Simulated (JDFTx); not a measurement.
**Geometry relaxation, with input and output: TaN (part 3 of 3)**

The same run, continued: TaN (Fm-3m, 2 atoms in the cell); Kohn-Sham DFT of a periodic cell, PBE with D3(BJ), PseudoDojo-SR-PBE-0.5-standard, no spin polarisation (JDFTx 1.7.0 (patched build)); cutoff 1142.88 eV, 10×10×10 k-mesh, fermi-dirac of 0.05 eV. The structure derives from a Materials Project entry. The run did not end well.

Geometry of the input (Å; fractional positions):
```
0.0000  2.2113  2.2113
2.2113  0.0000  2.2113
2.2113  2.2113  0.0000
Ta 0.5000  0.5000  0.5000
N  0.0000  0.0000  0.0000
```

### Output, continued
```
-------- Electronic minimization -----------
Will mix electronic density at each iteration.
	FillingsUpdate:  mu: +0.801731274  nElectrons: 18.000000
	FillingsUpdate:  mu: +0.801731272  nElectrons: 18.000000
SCF: Cycle:  0   F: -69.143016488146628   dF: -1.435e-12   |Residual|: 4.846e-09   |deigs|: 2.999e-10
	FillingsUpdate:  mu: +0.801731272  nElectrons: 18.000000
SCF: Cycle:  1   F: -69.143016488144795   dF: +1.833e-12   |Residual|: 5.452e-10   |deigs|: 7.923e-10
SCF: Converged (|Residual|<1.000000e-07 for 2 iters).

Setting wave functions to eigenvectors of Hamiltonian

Computing DFT-D3 correction:
# coordination-number Ta 16.919
# coordination-number N 5.981
# diagonal-C6 Ta 458.77
# diagonal-C6 N 15.58
EvdW_6 =   -0.018870
EvdW_8 =   -0.016228
LatticeMinimize: 	Wolfe criterion not satisfied: alpha: 7.10685e-06  (E-E0)/|gdotd0|: 5.56659  gdotd/gdotd0: 1.00139 (taking cubic step)

Computing DFT-D3 correction:
# coordination-number Ta 16.919
# coordination-number N 5.981
# diagonal-C6 Ta 458.77
# diagonal-C6 N 15.58
EvdW_6 =   -0.018870
EvdW_8 =   -0.016228

-------- Electronic minimization -----------
Will mix electronic density at each iteration.
	FillingsUpdate:  mu: +0.801731272  nElectrons: 18.000000
	FillingsUpdate:  mu: +0.801731272  nElectrons: 18.000000
SCF: Cycle:  0   F: -69.143016488145676   dF: -7.390e-13   |Residual|: 1.271e-10   |deigs|: 2.563e-10
	FillingsUpdate:  mu: +0.801731272  nElectrons: 18.000000
SCF: Cycle:  1   F: -69.143016488146557   dF: -8.811e-13   |Residual|: 2.398e-10   |deigs|: 2.393e-10
SCF: Converged (|Delta E|<1.000000e-09 for 2 iters).

Setting wave functions to eigenvectors of Hamiltonian

Computing DFT-D3 correction:
# coordination-number Ta 16.919
# coordination-number N 5.981
# diagonal-C6 Ta 458.77
# diagonal-C6 N 15.58
EvdW_6 =   -0.018870
EvdW_8 =   -0.016228
LatticeMinimize: 	Wolfe criterion not satisfied: alpha: 1.51222e-12  (E-E0)/|gdotd0|: -3.88899  gdotd/gdotd0: 1.00099 (taking cubic step)

Computing DFT-D3 correction:
# coordination-number Ta 16.919
# coordination-number N 5.981
# diagonal-C6 Ta 458.77
# diagonal-C6 N 15.58
EvdW_6 =   -0.018870
EvdW_8 =   -0.016228

-------- Electronic minimization -----------
Will mix electronic density at each iteration.
	FillingsUpdate:  mu: +0.801731272  nElectrons: 18.000000
	FillingsUpdate:  mu: +0.801731272  nElectrons: 18.000000
SCF: Cycle:  0   F: -69.143016488145875   dF: +6.679e-13   |Residual|: 3.748e-10   |deigs|: 2.194e-10
	FillingsUpdate:  mu: +0.801731272  nElectrons: 18.000000
SCF: Cycle:  1   F: -69.143016488144681   dF: +1.194e-12   |Residual|: 1.272e-10   |deigs|: 2.105e-10
SCF: Converged (|Residual|<1.000000e-07 for 2 iters).

Setting wave functions to eigenvectors of Hamiltonian

Computing DFT-D3 correction:
# coordination-number Ta 16.919
# coordination-number N 5.981
# diagonal-C6 Ta 458.77
# diagonal-C6 N 15.58
EvdW_6 =   -0.018870
EvdW_8 =   -0.016228
LatticeMinimize: 	Undoing step.

Computing DFT-D3 correction:
# coordination-number Ta 16.919
# coordination-number N 5.981
# diagonal-C6 Ta 458.77
# diagonal-C6 N 15.58
EvdW_6 =   -0.018870
EvdW_8 =   -0.016228

-------- Electronic minimization -----------
Will mix electronic density at each iteration.
	FillingsUpdate:  mu: +0.801731272  nElectrons: 18.000000
	FillingsUpdate:  mu: +0.801731272  nElectrons: 18.000000
SCF: Cycle:  0   F: -69.143016488145676   dF: -9.805e-13   |Residual|: 2.045e-10   |deigs|: 1.882e-10
	FillingsUpdate:  mu: +0.801731272  nElectrons: 18.000000
SCF: Cycle:  1   F: -69.143016488145975   dF: -2.984e-13   |Residual|: 5.364e-11   |deigs|: 1.773e-10
SCF: Converged (|Delta E|<1.000000e-09 for 2 iters).

Setting wave functions to eigenvectors of Hamiltonian

Computing DFT-D3 correction:
# coordination-number Ta 16.919
# coordination-number N 5.981
# diagonal-C6 Ta 458.77
# diagonal-C6 N 15.58
EvdW_6 =   -0.018870
EvdW_8 =   -0.016228
LatticeMinimize: 	Step failed: resetting history.
# Lattice vectors:
R =
[            0      4.14127      4.14127  ]
[      4.14127            0      4.14127  ]
[      4.14127      4.14127            0  ]
unit cell volume = 142.046

# Strain tensor in Cartesian coordinates:
[  -0.00898035            0            0  ]
[            0  -0.00898035            0  ]
[            0            0  -0.00898035  ]

# Stress tensor in Cartesian coordinates [Eh/a0^3]:
[  6.90187e-09            0            0  ]
[            0  6.90187e-09            0  ]
[            0            0  6.90187e-09  ]

# Ionic positions in lattice coordinates:
ion Ta   0.500000000000000   0.500000000000000   0.500000000000000 1
ion N   0.000000000000000  -0.000000000000000   0.000000000000000 1

# Forces in Cartesian coordinates:
force Ta  -0.000000000000000   0.000000000000000  -0.000000000000000 1
force N   0.000000000000000   0.000000000000000  -0.000000000000000 1

# Energy components:
   Eewald =      -62.2471527897771324
       EH =        7.4554329580691059
     Eloc =      -30.8511862854238430
      Enl =        3.6478696402745223
     EvdW =       -0.0350979379580785
      Exc =      -17.9481132225672724
 Exc_core =        6.4322264411357555
       KE =       24.4032040074163312
-------------------------------------
     Etot =      -69.1428171888306196
       TS =        0.0001992993153515
-------------------------------------
        F =      -69.1430164881459746

LatticeMinimize: Iter:   6  F: -69.143016488145975  |grad|_K:  3.225e-07  alpha:  1.512e-12

#--- Lowdin population analysis ---
# oxidation-state Ta +0.773
# oxidation-state N -0.702

Computing DFT-D3 correction:
# coordination-number Ta 16.919
# coordination-number N 5.981
# diagonal-C6 Ta 458.77
# diagonal-C6 N 15.58
EvdW_6 =   -0.018870
EvdW_8 =   -0.016228

-------- Electronic minimization -----------
Will mix electronic density at each iteration.
	FillingsUpdate:  mu: +0.801731272  nElectrons: 18.000000
	FillingsUpdate:  mu: +0.801731363  nElectrons: 18.000000
SCF: Cycle:  0   F: -69.143016488145989   dF: +0.000e+00   |Residual|: 1.805e-08   |deigs|: 1.619e-10
	FillingsUpdate:  mu: +0.801731363  nElectrons: 18.000000
SCF: Cycle:  1   F: -69.143016488144298   dF: +1.691e-12   |Residual|: 2.912e-09   |deigs|: 3.485e-09
SCF: Converged (|Residual|<1.000000e-07 for 2 iters).

Setting wave functions to eigenvectors of Hamiltonian

Computing DFT-D3 correction:
# coordination-number Ta 16.919
# coordination-number N 5.981
# diagonal-C6 Ta 458.77
# diagonal-C6 N 15.58
EvdW_6 =   -0.018870
EvdW_8 =   -0.016228
LatticeMinimize: 	Wolfe criterion not satisfied: alpha: 1  (E-E0)/|gdotd0|: 16.1204  gdotd/gdotd0: 0.787905 (taking cubic step)

Computing DFT-D3 correction:
# coordination-number Ta 16.919
# coordination-number N 5.981
# diagonal-C6 Ta 458.77
# diagonal-C6 N 15.58
EvdW_6 =   -0.018870
EvdW_8 =   -0.016228

-------- Electronic minimization -----------
Will mix electronic density at each iteration.
	FillingsUpdate:  mu: +0.801731363  nElectrons: 18.000000
	FillingsUpdate:  mu: +0.801731273  nElectrons: 18.000000
SCF: Cycle:  0   F: -69.143016488143587   dF: +7.390e-13   |Residual|: 1.670e-08   |deigs|: 0.000e+00
	FillingsUpdate:  mu: +0.801731273  nElectrons: 18.000000
SCF: Cycle:  1   F: -69.143016488146358   dF: -2.771e-12   |Residual|: 2.699e-09   |deigs|: 2.398e-09
SCF: Converged (|Residual|<1.000000e-07 for 2 iters).

Setting wave functions to eigenvectors of Hamiltonian

Computing DFT-D3 correction:
# coordination-number Ta 16.919
# coordination-number N 5.981
# diagonal-C6 Ta 458.77
# diagonal-C6 N 15.58
EvdW_6 =   -0.018870
EvdW_8 =   -0.016228
LatticeMinimize: 	Wolfe criterion not satisfied: alpha: 0.00987261  (E-E0)/|gdotd0|: -3.68857  gdotd/gdotd0: 0.991701 (taking cubic step)

Computing DFT-D3 correction:
# coordination-number Ta 16.919
# coordination-number N 5.981
# diagonal-C6 Ta 458.77
# diagonal-C6 N 15.58
EvdW_6 =   -0.018870
EvdW_8 =   -0.016228

-------- Electronic minimization -----------
Will mix electronic density at each iteration.
	FillingsUpdate:  mu: +0.801731273  nElectrons: 18.000000
	FillingsUpdate:  mu: +0.801731273  nElectrons: 18.000000
SCF: Cycle:  0   F: -69.143016488144625   dF: +1.592e-12   |Residual|: 2.054e-09   |deigs|: 0.000e+00
	FillingsUpdate:  mu: +0.801731273  nElectrons: 18.000000
SCF: Cycle:  1   F: -69.143016488145520   dF: -8.953e-13   |Residual|: 2.557e-10   |deigs|: 3.111e-10
SCF: Converged (|Residual|<1.000000e-07 for 2 iters).

Setting wave functions to eigenvectors of Hamiltonian

Computing DFT-D3 correction:
# coordination-number Ta 16.919
# coordination-number N 5.981
# diagonal-C6 Ta 458.77
# diagonal-C6 N 15.58
EvdW_6 =   -0.018870
EvdW_8 =   -0.016228
LatticeMinimize: 	Wolfe criterion not satisfied: alpha: 0.00987699  (E-E0)/|gdotd0|: 4.37163  gdotd/gdotd0: 0.994027 (taking cubic step)

Computing DFT-D3 correction:
# coordination-number Ta 16.919
# coordination-number N 5.981
# diagonal-C6 Ta 458.77
# diagonal-C6 N 15.58
EvdW_6 =   -0.018870
EvdW_8 =   -0.016228

-------- Electronic minimization -----------
Will mix electronic density at each iteration.
	FillingsUpdate:  mu: +0.801731273  nElectrons: 18.000000
	FillingsUpdate:  mu: +0.801731273  nElectrons: 18.000000
SCF: Cycle:  0   F: -69.143016488145676   dF: +1.563e-13   |Residual|: 2.426e-10   |deigs|: 0.000e+00
	FillingsUpdate:  mu: +0.801731273  nElectrons: 18.000000
SCF: Cycle:  1   F: -69.143016488146117   dF: -4.405e-13   |Residual|: 2.236e-10   |deigs|: 3.739e-11
SCF: Converged (|Residual|<1.000000e-07 for 2 iters).

Setting wave functions to eigenvectors of Hamiltonian

Computing DFT-D3 correction:
# coordination-number Ta 16.919
# coordination-number N 5.981
# diagonal-C6 Ta 458.77
# diagonal-C6 N 15.58
EvdW_6 =   -0.018870
EvdW_8 =   -0.016228
LatticeMinimize: 	Wolfe criterion not satisfied: alpha: 0.00987261  (E-E0)/|gdotd0|: -1.36614  gdotd/gdotd0: 0.993154 (taking cubic step)

Computing DFT-D3 correction:
# coordination-number Ta 16.919
# coordination-number N 5.981
# diagonal-C6 Ta 458.77
# diagonal-C6 N 15.58
EvdW_6 =   -0.018870
EvdW_8 =   -0.016228

-------- Electronic minimization -----------
Will mix electronic density at each iteration.
	FillingsUpdate:  mu: +0.801731273  nElectrons: 18.000000
	FillingsUpdate:  mu: +0.801731273  nElectrons: 18.000000
SCF: Cycle:  0   F: -69.143016488145108   dF: +1.023e-12   |Residual|: 3.148e-10   |deigs|: 0.000e+00
	FillingsUpdate:  mu: +0.801731273  nElectrons: 18.000000
SCF: Cycle:  1   F: -69.143016488144752   dF: +3.553e-13   |Residual|: 1.540e-10   |deigs|: 4.750e-11
SCF: Converged (|Residual|<1.000000e-07 for 2 iters).

Setting wave functions to eigenvectors of Hamiltonian

Computing DFT-D3 correction:
# coordination-number Ta 16.919
# coordination-number N 5.981
# diagonal-C6 Ta 458.77
# diagonal-C6 N 15.58
EvdW_6 =   -0.018870
EvdW_8 =   -0.016228
LatticeMinimize: 	Undoing step.

Computing DFT-D3 correction:
# coordination-number Ta 16.919
# coordination-number N 5.981
# diagonal-C6 Ta 458.77
# diagonal-C6 N 15.58
EvdW_6 =   -0.018870
EvdW_8 =   -0.016228

-------- Electronic minimization -----------
Will mix electronic density at each iteration.
	FillingsUpdate:  mu: +0.801731273  nElectrons: 18.000000
	FillingsUpdate:  mu: +0.801731272  nElectrons: 18.000000
SCF: Cycle:  0   F: -69.143016488145093   dF: -6.963e-13   |Residual|: 4.868e-11   |deigs|: 0.000e+00
	FillingsUpdate:  mu: +0.801731272  nElectrons: 18.000000
SCF: Cycle:  1   F: -69.143016488144696   dF: +3.979e-13   |Residual|: 9.663e-11   |deigs|: 6.036e-12
SCF: Converged (|Residual|<1.000000e-07 for 2 iters).

Setting wave functions to eigenvectors of Hamiltonian

Computing DFT-D3 correction:
# coordination-number Ta 16.919
# coordination-number N 5.981
# diagonal-C6 Ta 458.77
# diagonal-C6 N 15.58
EvdW_6 =   -0.018870
EvdW_8 =   -0.016228
LatticeMinimize: 	Step failed along negative gradient direction.
LatticeMinimize: Probably at roundoff error limit. (Stopping)

Dumping 'run.eigStats' ...
	eMin: -1.755010 at state 0 ( [ +0.000000 +0.000000 +0.000000 ] spin 0 )
	HOMO: +0.797538 at state 21 ( [ +0.000000 +0.200000 -0.200000 ] spin 0 )
	mu  : +0.801731
	LUMO: +0.803046 at state 38 ( [ +0.100000 +0.300000 -0.300000 ] spin 0 )
	eMax: +1.301309 at state 16 ( [ +0.000000 +0.200000 +0.300000 ] spin 0 )
	HOMO-LUMO gap: +0.005509
	Optical gap  : +0.012747 at state 12 ( [ +0.000000 +0.100000 -0.300000 ] spin 0 )
Done!
```

### Trajectory as extended XYZ (Å, eV, eV/Å), 7 frames, from step=0 to step=6
```
2
Lattice="0.0000 2.2113 2.2113 2.2113 0.0000 2.2113 2.2113 2.2113 0.0000" Properties=species:S:1:pos:R:3:forces:R:3 step=0 energy=-1881.46099
Ta    2.2113    2.2113    2.2113    0.0000   0.0000   0.0000
N     0.0000    0.0000    0.0000    0.0000   0.0000   0.0000
2
Lattice="0.0000 2.2078 2.2078 2.2078 0.0000 2.2078 2.2078 2.2078 0.0000" Properties=species:S:1:pos:R:3:forces:R:3 step=1 energy=-1881.46618
Ta    2.2078    2.2078    2.2078    0.0000   0.0000   0.0000
N     0.0000    0.0000    0.0000    0.0000   0.0000   0.0000
2
Lattice="0.0000 2.1915 2.1915 2.1915 0.0000 2.1915 2.1915 2.1915 0.0000" Properties=species:S:1:pos:R:3:forces:R:3 step=2 energy=-1881.47733
Ta    2.1915    2.1915    2.1915    0.0000   0.0000   0.0000
N     0.0000    0.0000    0.0000    0.0000   0.0000   0.0000
2
Lattice="0.0000 2.1915 2.1915 2.1915 0.0000 2.1915 2.1915 2.1915 0.0000" Properties=species:S:1:pos:R:3:forces:R:3 step=3 energy=-1881.47733
Ta    2.1915    2.1915    2.1915    0.0000   0.0000   0.0000
N     0.0000    0.0000    0.0000    0.0000   0.0000   0.0000
2
Lattice="0.0000 2.1915 2.1915 2.1915 0.0000 2.1915 2.1915 2.1915 0.0000" Properties=species:S:1:pos:R:3:forces:R:3 step=4 energy=-1881.47733
Ta    2.1915    2.1915    2.1915    0.0000   0.0000   0.0000
N     0.0000    0.0000    0.0000    0.0000   0.0000   0.0000
2
Lattice="0.0000 2.1915 2.1915 2.1915 0.0000 2.1915 2.1915 2.1915 0.0000" Properties=species:S:1:pos:R:3:forces:R:3 step=5 energy=-1881.47733
Ta    2.1915    2.1915    2.1915    0.0000   0.0000   0.0000
N     0.0000    0.0000    0.0000    0.0000   0.0000   0.0000
2
Lattice="0.0000 2.1915 2.1915 2.1915 0.0000 2.1915 2.1915 2.1915 0.0000" Properties=species:S:1:pos:R:3:forces:R:3 step=6 energy=-1881.47733
Ta    2.1915    2.1915    2.1915    0.0000   0.0000   0.0000
N     0.0000    0.0000    0.0000    0.0000   0.0000   0.0000
```

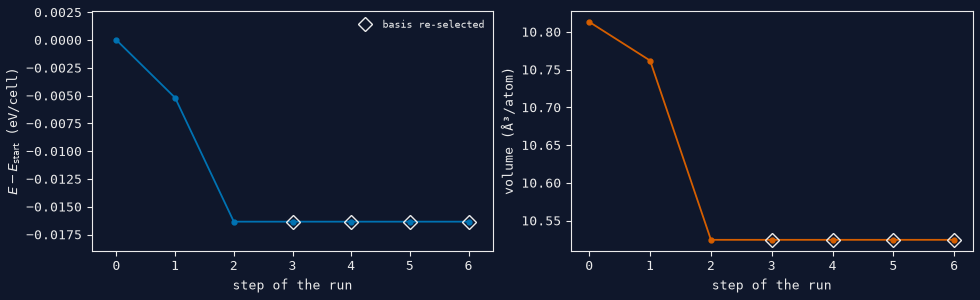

*Progress of the relaxation, step by step (steps are counted from 0).*

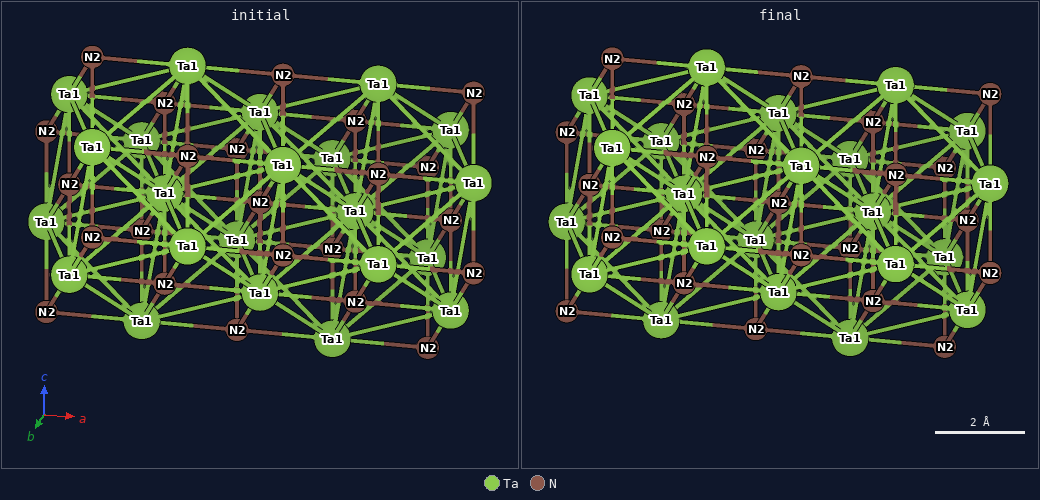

*Before (left) and after (right) the relaxation, at one scale (ball-and-stick view of the cell 4 times as large as that of the calculation, set on its symmetry axes, repeated 2 × 1 × 1, seen at an oblique angle).*

The relaxation stopped without meeting its thresholds, so the last structure isn't shown to be converged. The energy falls by 16.3 meV per cell of the calculation in 2 geometry steps. All forces vanish by symmetry, so only the cell relaxes. 3 further SCFs at an unchanged geometry re-selected the plane-wave basis for the new cell. The atoms keep their places relative to the cell (all moves are under 0.005 Å). The drawn cell changes as follows: a = b = c 4.423 → 4.383 Å (−0.9 %); the volume changes by −2.7 %. Among the contacts that change: Ta1–Ta1 3.127 → 3.099 Å, Ta1–N2 2.211 → 2.191 Å. The space group stays Fm-3m (No. 225). The energy change given includes the shifts at the re-selections in mid-walk, which come without any move. A last SCF at the same geometry on a re-selected plane-wave basis shifts the energy by next to nothing (0.0 meV per cell of the calculation). (Atoms are counted from 1 in the order of the input.)

### What the run reported

| quantity | value |
| --- | --- |
| outcome | not converged |
| space group (tolerance 0.01 Å) | Fm-3m (225) |
| electrons treated | 18 |
| free energy | −1881.4773 eV |
| Fermi energy | 21.816 eV |
| gap on the k-point mesh | none (metallic) |
| pressure | 0.00 GPa |
| final volume | 21.05 Å³ |
| largest force (length of the vector) at the end | under 0.001 eV/Å |
| final cell | a = 3.099 Å, b = 3.099 Å, c = 3.099 Å, α = 60.00°, β = 60.00°, γ = 60.00° |
| hardware | 1 thread of Arm Neoverse N1, 24 GiB of memory available, shared host |
| wall time | 9.9 min |
| peak memory | 0.14 GiB |

### Diagnosis

The run did not converge. Its last values are not results. The record of the run, not the program, notes: LatticeMinimize: none of the convergence criteria satisfied.
